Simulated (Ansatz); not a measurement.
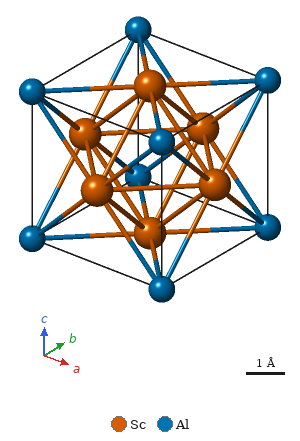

Lattice vibrations of a crystal of Sc3Al, space group Pm-3m (No. 221), at the zone centre. Style: ball-and-stick. Shown: the cell of the calculation, from a free direction.

Theory: DFT r2SCAN, scalar-relativistic, plane waves, PAW (Ansatz). (plane-wave cutoff 500 eV; k-point mesh 12 × 12 × 12; occupations gaussian; smearing width 0.15 eV; no spin polarisation)

Which optical modes does it have, at what frequencies, and is it stable there?

The calculation's cell holds 4 atoms, so there are 9 optical modes, in 3 levels. The optical modes span T₂u + 2T₁u. No level is unstable.

```
level  symmetry  frequency (cm⁻¹)         activity
    1       T₂u               190           silent
    2       T₁u               228  infrared-active
    3       T₁u               256  infrared-active
```

The crystal is a metal, so free carriers screen the infrared response.

The modes drawn as arrows (one member of each degenerate set):

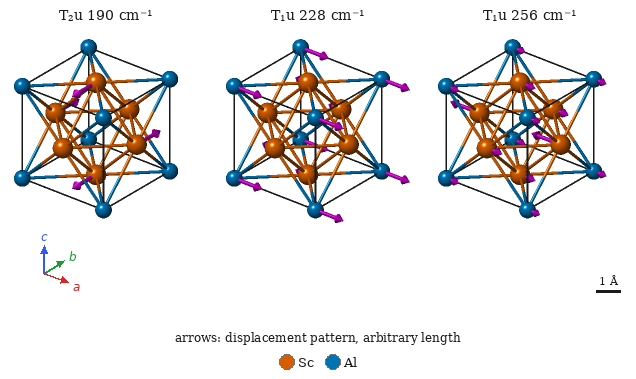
